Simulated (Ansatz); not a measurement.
# SiO2 (P3_221): the host for defect calculations

Aim: the runs on the perfect crystal SiO2 (P3_221) that a defect calculation needs first.

Calculated with Ansatz 0.2.0; plane-wave PAW DFT, PBE; relaxation of the host's cell and atoms, in the first sound run; inputs show where later runs differ.

## (1) The structure

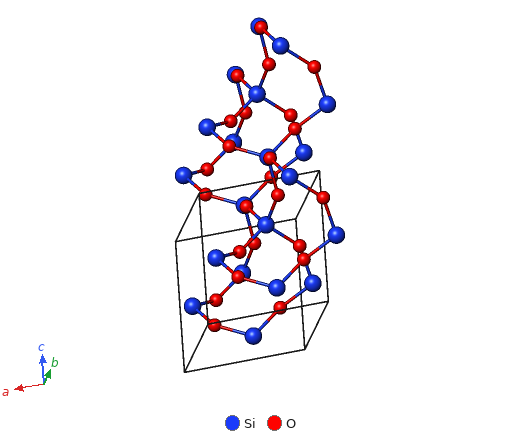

Start, viewed from a free direction; silicon blue, oxygen red. 1×2×2 cells are drawn. Some periodic images of atoms are drawn too.

## (2) Host cell relaxation

Cell and atoms are relaxed together, until forces and stress fall under their thresholds.

Contents of cell/input.yaml:

```yaml
crystal:
  lattice:
    - [4.9165578, 0.0, 0.0]
    - [-2.4582789, 4.257864, 0.0]
    - [0.0, 0.0, 5.4316253]
  atoms:
    - { symbol: Si, position: [0.0, 0.46879823, 0.33333333] }
    - { symbol: Si, position: [0.53120177, 0.53120177, 0.0] }
    - { symbol: Si, position: [0.46879823, 0.0, 0.66666667] }
    - { symbol: O, position: [0.14453836, 0.73143979, 0.5478196] }
    - { symbol: O, position: [0.58690143, 0.85546164, 0.88115293] }
    - { symbol: O, position: [0.26856021, 0.41309857, 0.21448627] }
    - { symbol: O, position: [0.41309857, 0.26856021, 0.78551373] }
    - { symbol: O, position: [0.85546164, 0.58690143, 0.11884707] }
    - { symbol: O, position: [0.73143979, 0.14453836, 0.4521804] }
basis:
  ecutwfc: 420
  xc_grid: 2
hamiltonian:
  xc: pbe
kpoints:
  mp_grid: { grid: [7, 7, 5] }
scf:
  occupations: { method: fixed }
  max_iter: 100
relax:
  f_tol: 0.005
  max_steps: 60
  cell: {}
output:
  forces: true
  stress: true
checkpoint:
  write: "../cell.run"
  compress: false
  write_wavefunctions: false
  write_every: 100000
```

Command:

```console
ansatz run input.yaml --threads 32 --pin off --max-ram 131891MiB --backend cpu --events-out ev --progress --plain --runs-dir out
```

Numbers of over 12 decimals in the logs are rounded to 6 here.

The log of the run:

```text
[... repeated set-up lines and file paths are left out, and long positions are rounded to six places ...]
Engine: ansatz 0.2.0, aarch64-unknown-linux-gnu
Pseudopotentials: kind: paw
Pseudopotential: Si, paw, valence charge 4, recommended cutoff 420 eV (normal), Si.paw.azcp
Pseudopotential: O, paw, valence charge 6, recommended cutoff 420 eV (normal), O.paw.azcp
Functional definition: PBE
  parameter kappa = 0.804
  parameter beta = 0.066725
  exchange = pbe_x(kappa = kappa, mu = beta*pi^2/3)
  correlation = pbe_c(beta = beta)
Crystal: 9 atoms, lattice volume = 113.706 Å³
Basis set: ecut = 420 eV, 2209 PW (Γ), exchange–correlation on 72×72×80 points (8 copies of the dense FFT grid, shifted against one another)
Bands: 33, of which v1, the nominal top of the filled ones, is band 24 counted from 1 (23 counted from 0)
Symmetry: 6 space group operations
Space group: P3221 (ITA 154), of the structure as read, at distance tolerance 4.8e-5 Å
k-points: 32 of 245 (time reversal used)
Non-local potential: Si, projectors of the file, l = 0: 2, l = 1: 2, l = 2: 2
Non-local potential: O, projectors of the file, l = 0: 2, l = 1: 2, l = 2: 1
PAW form: soft (Blöchl's): semilocal exchange-correlation on the pseudo side does not see the compensation charge
PAW one-centre angular grid: Si, 110 points (default); XC on 64 Gauss nodes
PAW one-centre angular grid: O, 110 points (default); XC on 64 Gauss nodes
Initial density: superposition of atomic densities (neutral atoms: chi_scale 0, normalization atom), corrected by the library's trained network
Initial wavefunctions: pseudopotential atomic-orbital guess
Functional: x = pbe(κ = 0.804, μ = 0.219515), c = pbe(β = 0.066725)
SCF iter   1: F=—  HF=-5322.150010 eV  |Δ(HF+E_count)|=         —  Δρ=1.32e-3  dr2=1.04e-3  Hψ=4812
preconditioner: auto → Resta (q_TF=auto, 2.363 Å⁻¹)  ε∞=3.0  [insulator: Δε(μ)=5.951 eV  Ē_g=16.968 eV  n_scr=22 (ndim 8)  ℏωp=24.1 eV  f_vac=0.112  ε∞_Penn≈3.0]
SCF iter   2: F=—  HF=-5322.151727 eV  |Δ(HF+E_count)|=   1.72e-3  Δρ=5.82e-4  dr2=1.31e-4  Hψ=1968
SCF iter   3: F=—  HF=-5322.152182 eV  |Δ(HF+E_count)|=   4.55e-4  Δρ=2.37e-4  dr2=3.10e-5  Hψ=1621
automatic band count: iteration 3 solves 32 bands in place of 33: the levels show a gap, and the empty bands left out lie too high to hold charge; the band table lists the bands solved (type scf.n_extra_bands for more)
[...]
SCF 1 converged in 6 iterations: F = -5322.152272 eV  dr2 = 4.26e-9
  greatest PAW one-centre occupation: 0.863 electrons in one spin orbital (limit 2), on the O atom at site 8 (counted from 0), in its partial waves of l = 0
relax step   1: F+E_penalty+E_count = -5322.15227191 eV  Δ(F+E_penalty+E_count) = +0.000e0 eV  max|allowed force component| = 2.443e-1 eV/Å  Δτ_max = 0.0000 Å  P = +5.558 GPa  Ω = 113.706 Å³  (6 SCF iters, dr2 threshold 1.00e-7 eV, accepted)
[... the SCF cycles and remarks between the steps are left out from here to the last step ...]
relax step   2: F+E_penalty+E_count = -5322.18752531 eV  Δ(F+E_penalty+E_count) = -3.525e-2 eV  max|allowed force component| = 1.299e-1 eV/Å  Δτ_max = 0.0060 Å  P = +2.780 GPa  Ω = 115.509 Å³  energy of the carried Pulay correction = -6.757e-3 eV  (5 SCF iters, dr2 threshold 9.00e-7 eV, accepted)
relax step   3: F+E_penalty+E_count = -5322.19633111 eV  Δ(F+E_penalty+E_count) = -8.806e-3 eV  max|allowed force component| = 3.393e-2 eV/Å  Δτ_max = 0.0087 Å  P = -0.009 GPa  Ω = 117.530 Å³  energy of the carried Pulay correction = -1.421e-2 eV  (5 SCF iters, dr2 threshold 9.00e-7 eV, accepted)
relax step   4: F+E_penalty+E_count = -5322.19635054 eV  Δ(F+E_penalty+E_count) = -1.943e-5 eV  max|allowed force component| = 3.646e-2 eV/Å  Δτ_max = 0.0286 Å  P = +0.329 GPa  Ω = 118.366 Å³  energy of the carried Pulay correction = -1.725e-2 eV  (6 SCF iters, dr2 threshold 7.19e-8 eV, accepted)
relax step   5: F+E_penalty+E_count = -5322.19521535 eV  Δ(F+E_penalty+E_count) = +1.135e-3 eV  max|allowed force component| = 1.689e-2 eV/Å  Δτ_max = 0.0112 Å  P = +0.007 GPa  Ω = 118.941 Å³  energy of the carried Pulay correction = -1.933e-2 eV  (5 SCF iters, dr2 threshold 5.30e-7 eV, accepted)
relax step   6: F+E_penalty+E_count = -5322.19526684 eV  Δ(F+E_penalty+E_count) = -5.149e-5 eV  max|allowed force component| = 1.132e-3 eV/Å  Δτ_max = 0.0026 Å  P = +0.002 GPa  Ω = 118.956 Å³  energy of the carried Pulay correction = -1.938e-2 eV  (5 SCF iters, dr2 threshold 1.78e-8 eV, accepted)
relax step   7: F+E_penalty+E_count = -5322.22059338 eV  Δ(F+E_penalty+E_count) = -2.533e-2 eV  max|allowed force component| = 8.580e-4 eV/Å  Δτ_max = 0.0000 Å  P = +0.381 GPa  Ω = 118.956 Å³  stress off target by 4.03e-1 GPa  SCF on the basis re-selected at this cell (its energy is not comparable with the rows above)  (6 SCF iters)
relax step   8: F+E_penalty+E_count = -5322.21849744 eV  Δ(F+E_penalty+E_count) = +2.096e-3 eV  max|allowed force component| = 4.795e-3 eV/Å  Δτ_max = 0.0191 Å  P = +0.058 GPa  Ω = 119.905 Å³  energy of the carried Pulay correction = -3.551e-3 eV  (5 SCF iters, dr2 threshold 4.06e-7 eV, accepted)
relax step   9: F+E_penalty+E_count = -5322.21759570 eV  Δ(F+E_penalty+E_count) = +9.017e-4 eV  max|allowed force component| = 4.614e-3 eV/Å  Δτ_max = 0.0064 Å  P = +0.001 GPa  Ω = 120.168 Å³  energy of the carried Pulay correction = -4.564e-3 eV  (6 SCF iters, dr2 threshold 1.02e-8 eV, accepted)
iter 1 solved again at ethr=3.80e-8 eV; its pass at ethr=3.10e-3 eV (dr2=1.82e-5 eV) is discarded
SCF iter   1: F=—  HF=-5322.221956 eV  |Δ(HF+E_count)|=         —  Δρ=1.17e-4  dr2=1.47e-6  Hψ=7736
[...]
SCF iter   2: F=—  HF=-5322.222164 eV  |Δ(HF+E_count)|=   2.07e-4  Δρ=5.69e-5  dr2=3.58e-7  Hψ=1566
SCF iter   3: F=—  HF=-5322.222231 eV  |Δ(HF+E_count)|=   6.74e-5  Δρ=1.64e-5  dr2=2.89e-8  Hψ=1767
SCF iter   4: F=—  HF=-5322.222236 eV  |Δ(HF+E_count)|=   5.05e-6  Δρ=7.04e-7  dr2=2.56e-10  Hψ=1756
SCF iter   5: F=-5322.222236 eV  HF=-5322.222236 eV  |Δ(HF+E_count)|=   2.99e-9  Δρ=1.36e-7  dr2=1.54e-11  Hψ=3767
SCF 10 converged in 5 iterations: F = -5322.222236 eV  dr2 = 1.54e-11
relax step  10: F+E_penalty+E_count = -5322.22223612 eV  Δ(F+E_penalty+E_count) = -4.640e-3 eV  max|allowed force component| = 4.617e-3 eV/Å  Δτ_max = 0.0000 Å  P = +0.032 GPa  Ω = 120.168 Å³  stress off target by 4.27e-2 GPa  SCF on the basis re-selected at this cell (its energy is not comparable with the rows above)  (5 SCF iters)
basis re-selected at this cell: Δ(F+E_penalty+E_count) = -4.640e-3 eV, ΔP = +0.031 GPa vs the last step (what re-selecting the basis moved, of the pressure what is left beyond the Pulay correction that the steps carried, after the strain that the cell walked [...]
SCF converged after 5 iterations
Free energy (F): -5322.222236 eV
Harris-Foulkes:  -5322.222236 eV  (|F-HF|=9.09e-12)
Internal energy: -5322.222236 eV  (E = F + TS)
E sigma→0 (E₀):  -5322.222236 eV
Fermi energy:    1.993092 eV
--- Per-component energies (eV) ---
  E_band       = -228.479827
  E_kinetic    = 1204.121769
  E_local      = -3053.367789  (includes V_loc(G=0)·N_el)
  E_nonlocal   = 359.398451
  E_hartree    = 1100.273727
  E_xc         = -611.718899
  E_vxc        = -709.902065  (∫ρ·V_xc dr)
  E_paw        = -2493.279417  (= ΣΔE_a)
  E_vpaw       = -229.293423  (= ΣTr[D̂ρ^β])
  E_aug_tail   = 0.015601  (compensation charges beyond the density's cutoff)
  E_ewald      = -1827.665679
  E_smearing   = -0.000000  (= −TS)
  E_closure    = 0.000000  (closes the sum)
  Σ components = -5322.222236   (vs F -5322.222236, Δ=0.00e0)
--- Forces (eV/Å), atoms counted from 1 ---
  atom   1  Si     0.00230862    -0.00399864     0.00000000
  atom   2  Si     0.00230862     0.00399864    -0.00000000
  atom   3  Si    -0.00461724    -0.00000000     0.00000000
  atom   4  O      0.00214160     0.00155636    -0.00013192
  atom   5  O      0.00027704    -0.00263286    -0.00013192
  atom   6  O     -0.00241865     0.00107650    -0.00013192
  [... 3 more lines of this table ...]
  max |Σ_I F_I| component: 2.61e-17 eV/Å
--- Stress (GPa, compression-positive) ---
        0.042732       0.000000       0.000000
        0.000000       0.042732      -0.000000
        0.000000      -0.000000       0.011340
  P = ⅓ Tr σ = 0.0323 GPa (0.323 kbar)
--- Relaxed structure (8 steps of the walk, 8 accepted, 2 SCFs on fresh bases) ---
  F+E_penalty+E_count = -5322.22223612 eV   max|allowed force component| = 4.617e-3 eV/Å   (the final SCF, on the basis selected at the relaxed cell)
  cell:  # Å, volume = 120.1676 Å³
    - [5.018476, -7.543442811597672e-18, 0]
    - [-2.509238, 4.346128, 0]
    - [0, 0, 5.509513]
  atoms:
    - { symbol: Si, position: [-8.326672684688674e-17, 0.476425, 0.333333] }
    - { symbol: Si, position: [0.523575, 0.523575, -2.0848067993701296e-19] }
    - { symbol: Si, position: [0.476425, -2.580153271507087e-19, 0.666667] }
    - { symbol: O, position: [0.158379, 0.743973, 0.538978] }
    - { symbol: O, position: [0.585593, 0.841621, 0.872311] }
    - { symbol: O, position: [0.256027, 0.414407, 0.205645] }
  [... 3 more lines of this table ...]
```

Elapsed: 4 s, on 32 threads of Arm Neoverse V2, shared host; peak memory 0.67 GiB.

Step by step:

```tsv
step	energy less that of the first step (eV)	largest force component (eV/Å)	pressure (GPa)	volume (Å³)
1	0.0000	0.2443	5.56	113.71
2	-0.0353	0.1299	2.78	115.51
3	-0.0441	0.0339	-0.01	117.53
4	-0.0441	0.0365	0.33	118.37
5	-0.0429	0.0169	0.01	118.94
6	-0.0430	0.0011	0.00	118.96
7	-0.0683	0.0009	0.38	118.96
8	-0.0662	0.0048	0.06	119.91
9	-0.0653	0.0046	0.00	120.17
10*	-0.0700	0.0046	0.03	120.17
```

Relaxation steps marked * repeat the geometry before them on a plane-wave basis chosen anew for their cell, so energy and pressure can jump there. The log counts 2 steps on a newly chosen plane-wave basis, not all of them marked here; energy and pressure can jump at such steps.

Forces are held to the 6 operations that the run works with; a distortion that breaks them can't arise in this run.

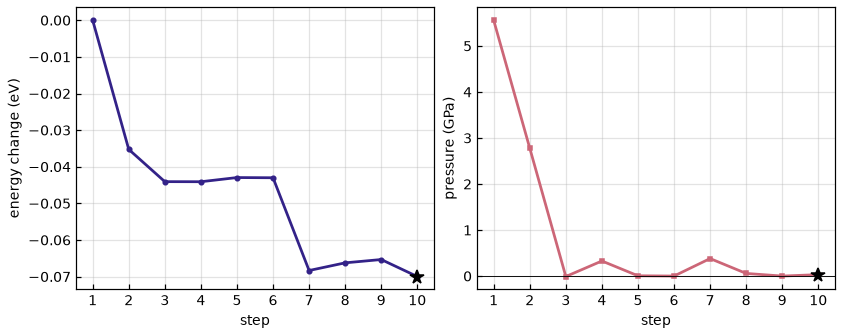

Energy and pressure along the relaxation. Stars mark steps on a basis chosen anew.

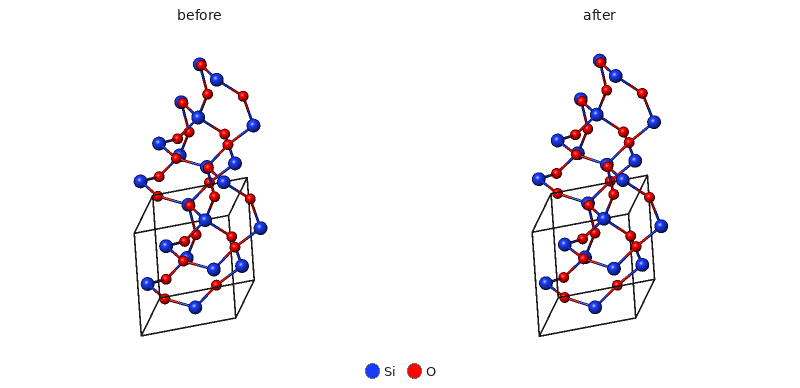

The structure before and after the relaxation, drawn at the same scale.

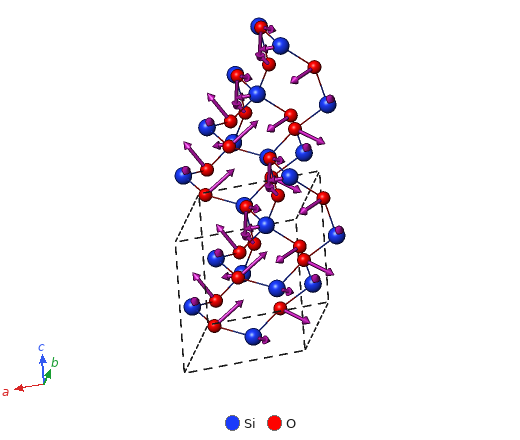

Displacements in the relaxation, exaggerated, measured against the changing cell; the longest in the cell stands for 0.08 Å. 1×2×2 cells are drawn. Some periodic images of atoms are drawn too.

```tsv
conventional cell, symmetrised	before	after	change
a (Å)	4.917	5.018	+2.1 %
b (Å)	4.917	5.018	+2.1 %
c (Å)	5.432	5.510	+1.4 %
volume (Å³/atom)	12.63	13.35	+5.7 %
```

The atoms that moved most (Å, as changes of fractional coordinates times the final cell):

```tsv
atom	dx	dy	dz	length
O6	-0.066	0.006	-0.049	0.082
O7	0.038	-0.054	0.049	0.082
O8	-0.066	-0.006	0.049	0.082
O9	0.028	0.060	0.049	0.082
O4	0.038	0.054	-0.049	0.082
O5	0.028	-0.060	-0.049	0.082
Si2	-0.019	-0.033	0.000	0.038
Si1	-0.019	0.033	0.000	0.038
```

Numbers from this step:

* pressure: 0.03227 GPa

The relaxation ends with a largest force component of 0.0046 eV/Å and a pressure of 0.03 GPa.

(Part 1 of 2 ends here.)

[Logs are printed without paths, hosts, clocks, repeated set-up lines and the standing remarks that a program may print on its own settings, such as how far it seeks lower states.]

[Hosts, paths, dates, database ids (printed as entryN), source tags and the programs' standing remarks are cut or masked in the printed files.]

[Runs of the host that timed out are not shown.]

[For some hosts the program warned that the k-mesh of the response run may be too coarse for force constants and the static dielectric constant; such warnings are not always shown.]
